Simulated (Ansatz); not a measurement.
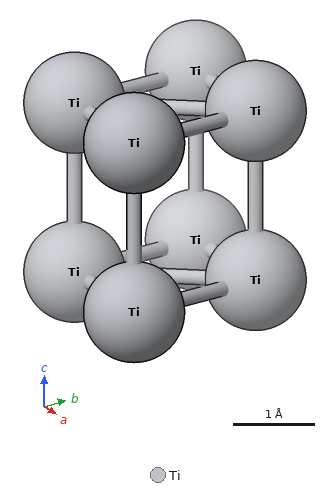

Fig. 1: The input geometry (ball-and-stick view of the cell of the calculation, seen slightly off an axis). An atom can appear more than once, as a periodic image. Near neighbours in the periodic cell (some may lie outside the picture): Ti has 8 Ti at 2.15 to 2.29 Å.

**Ti: geometry relaxation (part 1 of 2)**

The run: geometry relaxation of Ti (P6/mmm, 1 atom in the cell). Method and program: DFT, LDA, PAW with Ansatz's default frozen-core files, scalar-relativistic, no spin polarisation (Ansatz 0.2.0).

The structure was built on a prototype by a generator; it need not be a known phase. Its volume is 0.61 times that of the source entry. It belongs to a series of runs on one base structure; here: simple_hexagonal relaxed under pressure, PAW files.

### Input
```yaml
crystal:
  lattice:
    - [2.2909470868, 0.0, 0.0]
    - [-1.1454735434, 1.9840183759, 0.0]
    - [0.0, 0.0, 2.1534902616]
  atoms:
    - { symbol: Ti, position: [0.0, 0.0, 0.0] }
kpoints:
  mp_grid: { grid: [19, 19, 18] }
scf:
  occupations: { method: fermi_dirac, width: 0.1 }
hamiltonian:
  xc: lda
  pseudopotentials: { kind: paw }
output:
  forces: true
  stress: true
  eigenvalues: true
  write_density: true
  write_potential: true
  elf: true
  volumetric_format: npy
relax:
  f_tol: 0.005
  max_steps: 40
  cell: { p_target: 140.0, stress_tol: 0.07 }
```

Hardware: 1 thread of Arm Neoverse V1, 24 GiB of memory available, shared host.

Command:
```bash
ansatz run input.yaml --threads 1 --pin off --max-ram 3584MiB --backend cpu --events-out ev --progress --plain --runs-dir out
```

### Output
```
Engine: ansatz 0.2.0, aarch64-unknown-linux-gnu
Pseudopotentials: kind: paw
Pseudopotential: Ti, paw, valence charge 12, recommended cutoff 420 eV (normal), Ti.paw.azcp
Functional definition: SPW92
  exchange = slater_x
  correlation = pw_c
Crystal: 1 atoms, lattice volume = 9.788 Å³
Basis set: ecut = 420 eV, 199 PW (Γ)
Bands: 10, of which v1, the nominal top of the filled ones, is band 6 counted from 1 (5 counted from 0)
Symmetry: 24 space group operations
Space group: P6/mmm (ITA 191), of the structure as read, at distance tolerance 2.1e-5 Å
k-points: 400 of 6498
Non-local potential: Ti, projectors of the file, l = 0: 3, l = 1: 2, l = 2: 3, l = 3: 1
PAW form: soft (Blöchl's): semilocal exchange-correlation on the pseudo side does not see the compensation charge
PAW frozen core: Ti, regenerated for the run's functional, and the local potential with it (the file was generated under x = pbe(κ = 0.804, μ = 0.2195149727645171), c = pbe(β = 0.06672455060314922))
PAW one-centre angular grid: Ti, 590 points (default); XC on 64 Gauss nodes
Initial density: superposition of atomic densities (neutral atoms: chi_scale 0, normalization atom), corrected by the library's trained network
Initial wavefunctions: pseudopotential atomic-orbital guess
Functional: x = slater, c = lda
SCF iter   1: F=—  HF=-2448.212958 eV  |F-HF|=—  |Δ(HF+E_count)|=         —  Δρ=1.46e-2  dr2=1.01e-2  ethr=1.77e-3  ⟨swp⟩=4.2  Hψ=21110  notcnv=0
preconditioner: auto → none  [metal: Δε(μ)=0.008 eV  Ē_g=25.029 eV  σ=0.100 eV  W_gap=0.02  n_scr=0 (ndim 8)  ℏωp=37.5 eV  f_vac=0.000  D(μ)=0.72/eV (n_scr^D=8)]
SCF iter   2: F=—  HF=-2448.208260 eV  |F-HF|=—  |Δ(HF+E_count)|=   4.70e-3  Δρ=4.75e-3  dr2=8.30e-4  ethr=8.41e-5  ⟨swp⟩=2.7  Hψ=9094  notcnv=0
SCF iter   3: F=—  HF=-2448.208037 eV  |F-HF|=—  |Δ(HF+E_count)|=   2.22e-4  Δρ=1.59e-3  dr2=6.54e-5  ethr=6.92e-6  ⟨swp⟩=1.9  Hψ=4507  notcnv=0
SCF iter   4: F=—  HF=-2448.208022 eV  |F-HF|=—  |Δ(HF+E_count)|=   1.57e-5  Δρ=2.75e-4  dr2=3.48e-6  ethr=5.45e-7  ⟨swp⟩=2.1  Hψ=6306  notcnv=0
iter 5 did not close the SCF: its close was put off for the readings that it lacked (scf_convergence_deferred on its scf_iter line)
SCF iter   5: F=-2448.208021 eV  HF=-2448.208021 eV  |F-HF|=5.52e-9  |Δ(HF+E_count)|=   7.29e-7  Δρ=2.76e-5  dr2=1.96e-8  ethr=2.90e-8  ⟨swp⟩=2.9  Hψ=6234  notcnv=0
SCF iter   6: F=-2448.208021 eV  HF=-2448.208021 eV  |F-HF|=9.23e-11  |Δ(HF+E_count)|=   6.75e-9  Δρ=1.97e-6  dr2=1.75e-10  ethr=1.63e-10  ⟨swp⟩=4.1  Hψ=18075  notcnv=0
SCF 1 converged in 6 iterations: F = -2448.208021 eV  dr2 = 1.75e-10
  greatest PAW one-centre occupation: 0.999 electrons in one spin orbital (limit 2), on the Ti atom at site 0 (counted from 0), in its partial waves of l = 0
relax step   1: F+E_penalty+E_count = -2448.20802091 eV  Δ(F+E_penalty+E_count) = +0.000e0 eV  max|allowed force component| = 0.000e0 eV/Å  Δτ_max = 0.0000 Å  P = +129.556 GPa  Ω = 9.788 Å³  (6 SCF iters, dr2 threshold 1.00e-7 eV, accepted)
Crystal: 1 atoms, lattice volume = 9.627 Å³
Initial density: handed on by an earlier stage of this run
Initial wavefunctions: those handed on with the density
iter 1 solved again at ethr=6.19e-6 eV; its pass at ethr=3.10e-3 eV (dr2=7.42e-4 eV) is discarded
SCF iter   1: F=—  HF=-2448.081297 eV  |F-HF|=—  |Δ(HF+E_count)|=         —  Δρ=2.96e-3  dr2=7.46e-4  ethr=6.19e-6  ⟨swp⟩=1.1  Hψ=26536  notcnv=0
preconditioner: auto → none  [metal: Δε(μ)=0.008 eV  Ē_g=25.138 eV  σ=0.100 eV  W_gap=0.02  n_scr=0 (ndim 8)  ℏωp=37.8 eV  f_vac=0.000  D(μ)=0.71/eV (n_scr^D=8)]
SCF iter   2: F=—  HF=-2448.081074 eV  |F-HF|=—  |Δ(HF+E_count)|=   2.23e-4  Δρ=7.12e-4  dr2=3.35e-5  ethr=6.19e-6  ⟨swp⟩=2.1  Hψ=5846  notcnv=0
SCF iter   3: F=—  HF=-2448.081086 eV  |F-HF|=—  |Δ(HF+E_count)|=   1.17e-5  Δρ=1.98e-4  dr2=1.46e-6  ethr=2.79e-7  ⟨swp⟩=2.6  Hψ=5658  notcnv=0
SCF iter   4: F=—  HF=-2448.081089 eV  |F-HF|=—  |Δ(HF+E_count)|=   3.05e-6  Δρ=6.63e-5  dr2=2.93e-7  ethr=8.33e-10  ⟨swp⟩=8.6  Hψ=25923  notcnv=0
SCF iter   5: F=-2448.081089 eV  HF=-2448.081089 eV  |F-HF|=1.07e-9  |Δ(HF+E_count)|=   1.35e-7  Δρ=9.27e-6  dr2=4.09e-9  ethr=8.33e-10  ⟨swp⟩=8.0  Hψ=26197  notcnv=0
SCF 2 converged in 5 iterations: F = -2448.081089 eV  dr2 = 4.09e-9
relax step   2: F+E_penalty+E_count = -2448.08108864 eV  Δ(F+E_penalty+E_count) = +1.269e-1 eV  max|allowed force component| = 0.000e0 eV/Å  Δτ_max = 0.0000 Å  P = +137.489 GPa  Ω = 9.627 Å³  energy of the carried Pulay correction = +1.392e-4 eV  (5 SCF iters, dr2 threshold 1.00e-7 eV, accepted)
Crystal: 1 atoms, lattice volume = 9.547 Å³
iter 1 solved again at ethr=2.43e-5 eV; its pass at ethr=3.10e-3 eV (dr2=2.92e-3 eV) is discarded
SCF iter   1: F=—  HF=-2448.020690 eV  |F-HF|=—  |Δ(HF+E_count)|=         —  Δρ=5.74e-3  dr2=2.86e-3  ethr=2.43e-5  ⟨swp⟩=1.3  Hψ=26567  notcnv=0
preconditioner: auto → none  [metal: Δε(μ)=0.007 eV  Ē_g=25.207 eV  σ=0.100 eV  W_gap=0.02  n_scr=0 (ndim 8)  ℏωp=38.0 eV  f_vac=0.000  D(μ)=0.74/eV (n_scr^D=8)]
SCF iter   2: F=—  HF=-2448.019591 eV  |F-HF|=—  |Δ(HF+E_count)|=   1.10e-3  Δρ=1.45e-3  dr2=1.29e-4  ethr=2.38e-5  ⟨swp⟩=2.0  Hψ=5754  notcnv=0
SCF iter   3: F=—  HF=-2448.019557 eV  |F-HF|=—  |Δ(HF+E_count)|=   3.42e-5  Δρ=3.99e-4  dr2=4.13e-6  ethr=1.08e-6  ⟨swp⟩=2.2  Hψ=5802  notcnv=0
SCF iter   4: F=—  HF=-2448.019556 eV  |F-HF|=—  |Δ(HF+E_count)|=   8.77e-7  Δρ=8.44e-5  dr2=3.25e-7  ethr=3.44e-8  ⟨swp⟩=2.2  Hψ=5533  notcnv=0
SCF iter   5: F=-2448.019556 eV  HF=-2448.019556 eV  |F-HF|=7.29e-9  |Δ(HF+E_count)|=   6.01e-8  Δρ=1.61e-5  dr2=7.12e-9  ethr=8.33e-10  ⟨swp⟩=8.0  Hψ=26399  notcnv=0
SCF 3 converged in 5 iterations: F = -2448.019556 eV  dr2 = 7.12e-9
relax step   3: F+E_penalty+E_count = -2448.01955571 eV  Δ(F+E_penalty+E_count) = +6.153e-2 eV  max|allowed force component| = 0.000e0 eV/Å  Δτ_max = 0.0000 Å  P = +141.469 GPa  Ω = 9.547 Å³  energy of the carried Pulay correction = +2.123e-4 eV  (5 SCF iters, dr2 threshold 1.00e-7 eV, accepted)
Crystal: 1 atoms, lattice volume = 9.578 Å³
iter 1 solved again at ethr=2.62e-6 eV; its pass at ethr=3.10e-3 eV (dr2=3.15e-4 eV) is discarded
SCF iter   1: F=—  HF=-2448.047318 eV  |F-HF|=—  |Δ(HF+E_count)|=         —  Δρ=2.07e-3  dr2=3.70e-4  ethr=2.62e-6  ⟨swp⟩=2.2  Hψ=26254  notcnv=0
preconditioner: auto → none  [metal: Δε(μ)=0.005 eV  Ē_g=25.191 eV  σ=0.100 eV  W_gap=0.01  n_scr=0 (ndim 8)  ℏωp=37.9 eV  f_vac=0.000  D(μ)=0.72/eV (n_scr^D=8)]
SCF iter   2: F=—  HF=-2448.047174 eV  |F-HF|=—  |Δ(HF+E_count)|=   1.44e-4  Δρ=5.50e-4  dr2=1.81e-5  ethr=2.62e-6  ⟨swp⟩=2.2  Hψ=5954  notcnv=0
SCF iter   3: F=—  HF=-2448.047167 eV  |F-HF|=—  |Δ(HF+E_count)|=   6.74e-6  Δρ=1.42e-4  dr2=4.44e-7  ethr=1.51e-7  ⟨swp⟩=2.1  Hψ=5899  notcnv=0
SCF iter   4: F=-2448.047167 eV  HF=-2448.047167 eV  |F-HF|=2.76e-8  |Δ(HF+E_count)|=   5.27e-8  Δρ=2.87e-5  dr2=4.56e-8  ethr=8.33e-10  ⟨swp⟩=8.0  Hψ=24978  notcnv=0
SCF 4 converged in 4 iterations: F = -2448.047167 eV  dr2 = 4.56e-8
relax step   4: F+E_penalty+E_count = -2448.04716724 eV  Δ(F+E_penalty+E_count) = -2.761e-2 eV  max|allowed force component| = 0.000e0 eV/Å  Δτ_max = 0.0000 Å  P = +139.737 GPa  Ω = 9.578 Å³  energy of the carried Pulay correction = +1.873e-4 eV  (4 SCF iters, dr2 threshold 1.00e-7 eV, accepted)
Crystal: 1 atoms, lattice volume = 9.572 Å³
iter 1 solved again at ethr=3.72e-9 eV; its pass at ethr=3.10e-3 eV (dr2=4.47e-7 eV) is discarded
SCF iter   1: F=—  HF=-2448.042639 eV  |F-HF|=—  |Δ(HF+E_count)|=         —  Δρ=7.94e-5  dr2=4.89e-7  ethr=3.72e-9  ⟨swp⟩=2.3  Hψ=24878  notcnv=0
preconditioner: auto → none  [metal: Δε(μ)=0.005 eV  Ē_g=25.199 eV  σ=0.100 eV  W_gap=0.01  n_scr=0 (ndim 8)  ℏωp=38.0 eV  f_vac=0.000  D(μ)=0.72/eV (n_scr^D=8)]
SCF iter   2: F=-2448.042639 eV  HF=-2448.042639 eV  |F-HF|=1.33e-8  |Δ(HF+E_count)|=   1.29e-7  Δρ=2.18e-5  dr2=2.33e-8  ethr=8.33e-10  ⟨swp⟩=5.0  Hψ=20509  notcnv=0
SCF 5 converged in 2 iterations: F = -2448.042639 eV  dr2 = 2.33e-8
relax step   5: F+E_penalty+E_count = -2448.04263857 eV  Δ(F+E_penalty+E_count) = +4.529e-3 eV  max|allowed force component| = 0.000e0 eV/Å  Δτ_max = 0.0000 Å  P = +140.013 GPa  Ω = 9.572 Å³  energy of the carried Pulay correction = +1.919e-4 eV  (2 SCF iters, dr2 threshold 1.00e-7 eV, accepted)
Initial wavefunctions: pseudopotential atomic-orbital guess (no wavefunctions were taken with the density)
iter 1 solved again at ethr=1.23e-9 eV; its pass at ethr=3.10e-3 eV (dr2=1.47e-7 eV) is discarded
SCF iter   1: F=—  HF=-2448.042476 eV  |F-HF|=—  |Δ(HF+E_count)|=         —  Δρ=1.76e-4  dr2=1.29e-7  ethr=1.23e-9  ⟨swp⟩=3.0  Hψ=31862  notcnv=0
preconditioner: auto → none  [metal: Δε(μ)=0.004 eV  Ē_g=25.199 eV  σ=0.100 eV  W_gap=0.01  n_scr=0 (ndim 8)  ℏωp=38.0 eV  f_vac=0.000  D(μ)=0.71/eV (n_scr^D=8)]
SCF iter   2: F=—  HF=-2448.042477 eV  |F-HF|=—  |Δ(HF+E_count)|=   6.32e-7  Δρ=8.71e-5  dr2=2.66e-8  ethr=1.08e-9  ⟨swp⟩=1.0  Hψ=4013  notcnv=0
SCF iter   3: F=—  HF=-2448.042477 eV  |F-HF|=—  |Δ(HF+E_count)|=   2.16e-7  Δρ=7.46e-6  dr2=6.48e-10  ethr=2.22e-10  ⟨swp⟩=1.0  Hψ=4000  notcnv=0
SCF iter   4: F=—  HF=-2448.042477 eV  |F-HF|=—  |Δ(HF+E_count)|=   1.10e-9  Δρ=9.07e-7  dr2=4.37e-11  ethr=5.40e-12  ⟨swp⟩=2.1  Hψ=6399  notcnv=0
SCF iter   5: F=-2448.042477 eV  HF=-2448.042477 eV  |F-HF|=1.36e-12  |Δ(HF+E_count)|=  1.05e-11  Δρ=2.07e-7  dr2=4.14e-13  ethr=1.00e-12  ⟨swp⟩=5.0  Hψ=13813  notcnv=0
SCF 6 converged in 5 iterations: F = -2448.042477 eV  dr2 = 4.14e-13
relax step   6: F+E_penalty+E_count = -2448.04247702 eV  Δ(F+E_penalty+E_count) = +1.616e-4 eV  max|allowed force component| = 0.000e0 eV/Å  Δτ_max = 0.0000 Å  P = +140.009 GPa  Ω = 9.572 Å³  stress off target by 2.16e-2 GPa  SCF on the basis re-selected at this cell (its energy is not comparable with the rows above)  (5 SCF iters)
```

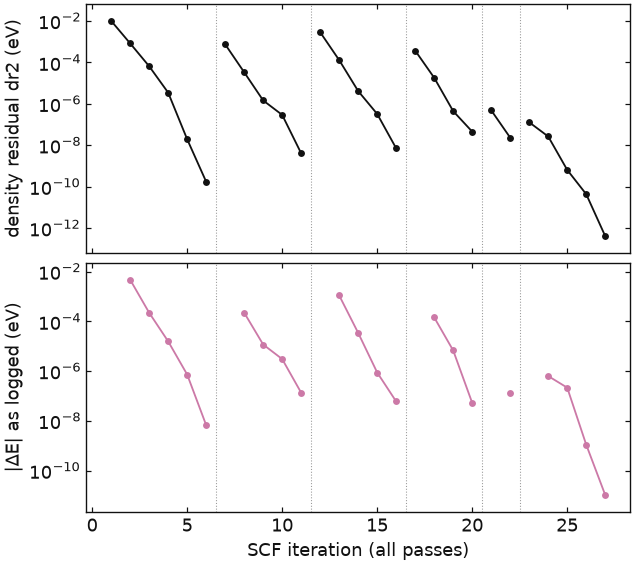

Fig. 2: Convergence of the self-consistent field: density residual dr2 and size of the energy change against the SCF iteration. The dotted lines part the SCF passes of the relaxation: geometry steps, rejected trials and re-solves on a re-selected basis. The 6 passes take 2 to 6 iterations each, 27 in all.
